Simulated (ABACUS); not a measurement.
Run report: Pt, geometry relaxation (part 2 of 4)

The same run, continued: Pt (Fm-3m, 1 atom in the cell); Kohn-Sham DFT of a periodic cell, r2SCAN, SG15 ONCV 1.2 PBE, no spin polarisation (ABACUS 3.10.1); cutoff 1360.57 eV, 9×9×9 k-mesh, fermi-dirac of 0.05 eV. The structure derives from an entry of the Crystallography Open Database.

Geometry of the input (Å; fractional positions):
```
0.0000  1.9609  1.9609
1.9609  0.0000  1.9609
1.9609  1.9609  0.0000
Pt 0.0000  0.0000  0.0000
```

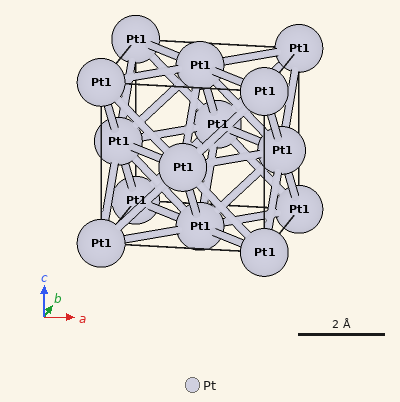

**Figure 1.** The input geometry (ball-and-stick view of the cell 4 times as large as that of the calculation, set on its symmetry axes, seen slightly off an axis; atoms are numbered from 1 in the order of the input).

Log, continued
```
----------------------------------------------------------
 E_KohnSham     -242.5991000489      -3300.7300903375
 E_Harris       -242.5987764226      -3300.7256871753
 E_Fermi        1.7068864410         23.2233814363
----------------------------------------------------------

 LCAO ALGORITHM --------------- ION=   1  ELEC=   8--------------------------------

 Density error is 3.41234497819e-07
----------------------------------------------------------
     Energy           Rydberg                 eV
----------------------------------------------------------
 E_KohnSham     -242.5991000492      -3300.7300903407
 E_Harris       -242.5990790241      -3300.7298042797
 E_Fermi        1.7068940037         23.2234843328
----------------------------------------------------------

 LCAO ALGORITHM --------------- ION=   1  ELEC=   9--------------------------------

 Density error is 4.61796038211e-09
----------------------------------------------------------
     Energy           Rydberg                 eV
----------------------------------------------------------
 E_KohnSham     -242.5991000490      -3300.7300903384
 E_KS(sigma->0) -242.5986884434      -3300.7244901577
 E_Harris       -242.5991000699      -3300.7300906226
 E_band         -11.0176238451       -149.9024627147
 E_one_elec     -58.7478015343       -799.3048458393
 E_Hartree      39.8482234108        542.1628935643
 E_xc           -23.2575069122       -316.4346152798
 E_Ewald        -200.4411918023      -2727.1423224221
 E_entropy(-TS) -0.0008232111        -0.0112003615
 E_descf        0.0000000000         0.0000000000
 E_exx          0.0000000000         0.0000000000
 E_Fermi        1.7068945648         23.2234919669
----------------------------------------------------------

 charge density convergence is achieved
 final etot is -3300.7300903 eV
 EFERMI = 23.223491967 eV

 STATE ENERGY(eV) AND OCCUPATIONS    NSPIN == 1
[... levels at 35 further k points ...]

 correction force for each atom along direction 1 is -1.95605e-13
 correction force for each atom along direction 2 is 3.09279e-13
 correction force for each atom along direction 3 is 3.05350e-14
------------------------------------------------------------------------------------------
 TOTAL-FORCE (eV/Angstrom)
------------------------------------------------------------------------------------------
                       Pt1         0.0000000000         0.0000000000         0.0000000000
------------------------------------------------------------------------------------------

----------------------------------------------------------------
 TOTAL-STRESS (KBAR)
----------------------------------------------------------------
        51.1765124770         0.0000000000         0.0000000000
         0.0000000000        51.1765124770         0.0000000000
         0.0000000000         0.0000000000        51.1765124770
----------------------------------------------------------------
 TOTAL-PRESSURE: 51.176512 KBAR

 Largest gradient in force is 0.000000 eV/A.
 Threshold is 0.020000 eV/A.

 Largest gradient in stress is 51.176512 kbar.
 Threshold is 0.200000 kbar.

 Relaxation is not converged yet!
CARTESIAN COORDINATES ( UNIT =       5.240458805300 Bohr ).
    atom                   x                   y                   z     mag                  vx                  vy                  vz
tauc_Pt1            0.0000000000        0.0000000000        0.0000000000  0.0000        0.0000000000        0.0000000000        0.0000000000

                          Volume (Bohr^3) = 109.294805
                             Volume (A^3) = 16.195800

 Lattice vectors: (Cartesian coordinate: in unit of a_0)
            +0.000000           +0.724137           +0.724137
            +0.724137           -0.000000           +0.724137
            +0.724137           +0.724137           +0.000000
 Reciprocal vectors: (Cartesian coordinate: in unit of 2 pi/a_0)
            -0.690477           +0.690477           +0.690477
            +0.690477           -0.690477           +0.690477
            +0.690477           +0.690477           -0.690477

 -------------------------------------------
 STEP OF RELAXATION : 2
 -------------------------------------------

[... set-up of the moved cell ...]

 LCAO ALGORITHM --------------- ION=   2  ELEC=   1--------------------------------

 Density error is 0.005674714726
----------------------------------------------------------
     Energy           Rydberg                 eV
----------------------------------------------------------
 E_KohnSham     -242.5941729076      -3300.6630531411
 E_Harris       -242.4589121428      -3298.8227360232
 E_Fermi        1.5467082351         21.0440451410
----------------------------------------------------------

[... 6 further cycles ...]
 LCAO ALGORITHM --------------- ION=   2  ELEC=   8--------------------------------

 Density error is 0.000000055748
----------------------------------------------------------
     Energy           Rydberg                 eV
----------------------------------------------------------
 E_KohnSham     -242.5968374431      -3300.6993060059
 E_KS(sigma->0) -242.5963510544      -3300.6926883485
 E_Harris       -242.5968352309      -3300.6992759070
 E_band         -13.4021267213       -182.3452887272
 E_one_elec     -65.8305882060       -895.6711022936
 E_Hartree      42.1428184324        573.3824604602
 E_xc           -23.1807752006       -315.3906267852
 E_Ewald        -195.7273196915      -2663.0068020725
 E_entropy(-TS) -0.0009727773        -0.0132353148
 E_descf        0.0000000000         0.0000000000
 E_exx          0.0000000000         0.0000000000
 E_Fermi        1.5485965493         21.0697369742
----------------------------------------------------------

 charge density convergence is achieved
 final etot is -3300.69930600586 eV
 EFERMI = 21.06973697419 eV

 STATE ENERGY(eV) AND OCCUPATIONS    NSPIN == 1
[... levels at 35 further k points ...]

 correction force for each atom along direction 1 is -0.000000
 correction force for each atom along direction 2 is 0.000000
 correction force for each atom along direction 3 is 0.000000
------------------------------------------------------------------------------------------
 TOTAL-FORCE (eV/Angstrom)
------------------------------------------------------------------------------------------
                       Pt1         0.0000000000         0.0000000000         0.0000000000
------------------------------------------------------------------------------------------

----------------------------------------------------------------
 TOTAL-STRESS (KBAR)
----------------------------------------------------------------
      -125.9243612547         0.0000000000        -0.0000000000
         0.0000000000      -125.9243612547         0.0000000000
         0.0000000000        -0.0000000000      -125.9243612547
----------------------------------------------------------------
 TOTAL-PRESSURE: -125.924361 KBAR

 Largest gradient in force is 0.000000 eV/A.
 Threshold is 0.020000 eV/A.

 Largest gradient in stress is 125.924361 kbar.
 Threshold is 0.200000 kbar.

 Relaxation is not converged yet!
CARTESIAN COORDINATES ( UNIT =       5.240458805300 Bohr ).
    atom                   x                   y                   z     mag                  vx                  vy                  vz
tauc_Pt1            0.0000000000        0.0000000000        0.0000000000  0.0000        0.0000000000        0.0000000000        0.0000000000

                          Volume (Bohr^3) = 103.648335
                             Volume (A^3) = 15.359080

 Lattice vectors: (Cartesian coordinate: in unit of a_0)
            -0.000000           +0.711445           +0.711445
            +0.711445           -0.000000           +0.711445
            +0.711445           +0.711445           +0.000000
 Reciprocal vectors: (Cartesian coordinate: in unit of 2 pi/a_0)
            -0.702795           +0.702795           +0.702795
            +0.702795           -0.702795           +0.702795
            +0.702795           +0.702795           -0.702795

 -------------------------------------------
 STEP OF RELAXATION : 3
 -------------------------------------------

[... set-up of the moved cell ...]

 LCAO ALGORITHM --------------- ION=   3  ELEC=   1--------------------------------

 Density error is 0.004407285183
----------------------------------------------------------
     Energy           Rydberg                 eV
----------------------------------------------------------
 E_KohnSham     -242.5983770764      -3300.7202537917
 E_Harris       -242.6490639492      -3301.4098840759
 E_Fermi        1.6709541897         22.7344980764
----------------------------------------------------------

[... 6 further cycles ...]
 LCAO ALGORITHM --------------- ION=   3  ELEC=   8--------------------------------

 Density error is 0.000000058574
----------------------------------------------------------
     Energy           Rydberg                 eV
----------------------------------------------------------
 E_KohnSham     -242.5994199451      -3300.7344427478
 E_KS(sigma->0) -242.5989896568      -3300.7285883751
 E_Harris       -242.5994232733      -3300.7344880313
 E_band         -11.6467916081       -158.4627292889
 E_one_elec     -60.5758546439       -824.1767843768
 E_Hartree      40.4328832607        550.1175989138
 E_xc           -23.2366996879       -316.1515184705
 E_Ewald        -199.2188882973      -2710.5120300689
 E_entropy(-TS) -0.0008605766        -0.0117087454
 E_descf        0.0000000000         0.0000000000
 E_exx          0.0000000000         0.0000000000
 E_Fermi        1.6650711344         22.6544550037
----------------------------------------------------------

 charge density convergence is achieved
 final etot is -3300.73444274777 eV
 EFERMI = 22.65445500367 eV

 STATE ENERGY(eV) AND OCCUPATIONS    NSPIN == 1
[... levels at 35 further k points ...]

 correction force for each atom along direction 1 is 0.000000
 correction force for each atom along direction 2 is 0.000000
 correction force for each atom along direction 3 is 0.000000
------------------------------------------------------------------------------------------
 TOTAL-FORCE (eV/Angstrom)
------------------------------------------------------------------------------------------
                       Pt1         0.0000000000         0.0000000000         0.0000000000
------------------------------------------------------------------------------------------

----------------------------------------------------------------
 TOTAL-STRESS (KBAR)
----------------------------------------------------------------
        -1.1981020308        -0.0000000000        -0.0000000000
        -0.0000000000        -1.1981020308        -0.0000000000
        -0.0000000000        -0.0000000000        -1.1981020308
----------------------------------------------------------------
 TOTAL-PRESSURE: -1.198102 KBAR

 Largest gradient in force is 0.000000 eV/A.
 Threshold is 0.020000 eV/A.

 Largest gradient in stress is 1.198102 kbar.
 Threshold is 0.200000 kbar.

 Relaxation is not converged yet!
CARTESIAN COORDINATES ( UNIT =       5.240458805300 Bohr ).
    atom                   x                   y                   z     mag                  vx                  vy                  vz
tauc_Pt1            0.0000000000        0.0000000000        0.0000000000  0.0000        0.0000000000        0.0000000000        0.0000000000

                          Volume (Bohr^3) = 103.648335
                             Volume (A^3) = 15.359080

 Lattice vectors: (Cartesian coordinate: in unit of a_0)
            -0.000000           +0.711445           +0.711445
            +0.711445           -0.000000           +0.711445
            +0.711445           +0.711445           +0.000000
 Reciprocal vectors: (Cartesian coordinate: in unit of 2 pi/a_0)
            -0.702795           +0.702795           +0.702795
            +0.702795           -0.702795           +0.702795
            +0.702795           +0.702795           -0.702795

 -------------------------------------------
 STEP OF RELAXATION : 4
 -------------------------------------------

[... set-up of the moved cell ...]

 LCAO ALGORITHM --------------- ION=   4  ELEC=   1--------------------------------

 Density error is 0.001137683714
----------------------------------------------------------
     Energy           Rydberg                 eV
----------------------------------------------------------
 E_KohnSham     -242.5994131934      -3300.7343508860
 E_Harris       -242.5529837737      -3300.1026462240
 E_Fermi        1.6636721090         22.6354202858
----------------------------------------------------------

[... 4 further cycles ...]
 LCAO ALGORITHM --------------- ION=   4  ELEC=   6--------------------------------

 Density error is 0.000000013948
----------------------------------------------------------
     Energy           Rydberg                 eV
----------------------------------------------------------
 E_KohnSham     -242.5994199452      -3300.7344427496
 E_KS(sigma->0) -242.5989896568      -3300.7285883760
 E_Harris       -242.5994196047      -3300.7344381162
 E_band         -11.6467934889       -158.4627548784
 E_one_elec     -60.5758564843       -824.1768094161
 E_Hartree      40.4328854977        550.1176293505
 E_xc           -23.2367000365       -316.1515232130
 E_Ewald        -199.2188883454      -2710.5120307238
 E_entropy(-TS) -0.0008605767        -0.0117087472
 E_descf        0.0000000000         0.0000000000
 E_exx          0.0000000000         0.0000000000
 E_Fermi        1.6650710468         22.6544538116
----------------------------------------------------------

 charge density convergence is achieved
 final etot is -3300.73444274958 eV
 EFERMI = 22.65445381158 eV

 STATE ENERGY(eV) AND OCCUPATIONS    NSPIN == 1
[... levels at 35 further k points ...]

 correction force for each atom along direction 1 is -0.000000
 correction force for each atom along direction 2 is -0.000000
 correction force for each atom along direction 3 is 0.000000
------------------------------------------------------------------------------------------
 TOTAL-FORCE (eV/Angstrom)
------------------------------------------------------------------------------------------
                       Pt1         0.0000000000         0.0000000000         0.0000000000
------------------------------------------------------------------------------------------

----------------------------------------------------------------
 TOTAL-STRESS (KBAR)
----------------------------------------------------------------
        -1.1981530433        -0.0000000000         0.0000000000
         0.0000000000        -1.1981530433        -0.0000000000
        -0.0000000000        -0.0000000000        -1.1981530433
----------------------------------------------------------------
 TOTAL-PRESSURE: -1.198153 KBAR
```
